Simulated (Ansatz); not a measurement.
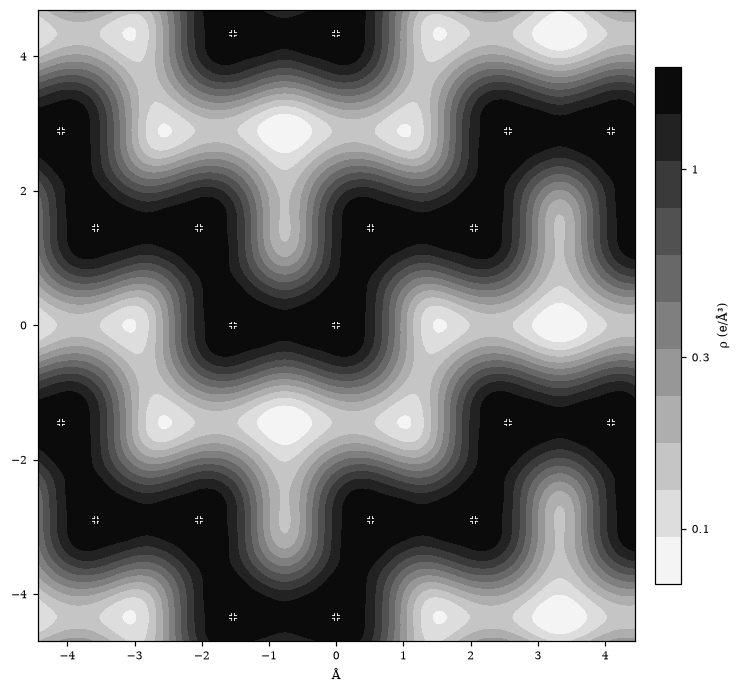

The valence electron density on a plane through atoms (crosses mark nuclei in the plane).

These are results of Kohn-Sham DFT of a periodic cell, r2SCAN with D4, Ansatz PAW (Ansatz 0.2.0), not measurements.

Candidates:
A. C, a = 2.51 Å, b = 2.51 Å, c = 8.18 Å, α = 90.00°, β = 90.00°, γ = 120.00°. Space group P6₃/mmc; not relaxed (largest force 0.4 eV/Å); computed pressure about 5 GPa in this cell.
B. Mg, a = 3.19 Å, b = 3.19 Å, c = 5.18 Å, α = 90.00°, β = 90.00°, γ = 120.00°. Space group P6₃/mmc.

Which candidate gave the map?

Candidate A: C on the (110) plane of the conventional cell, which holds C. C–C (1.53 Å): ρ at the midpoint is about 1.7 e/Å³.
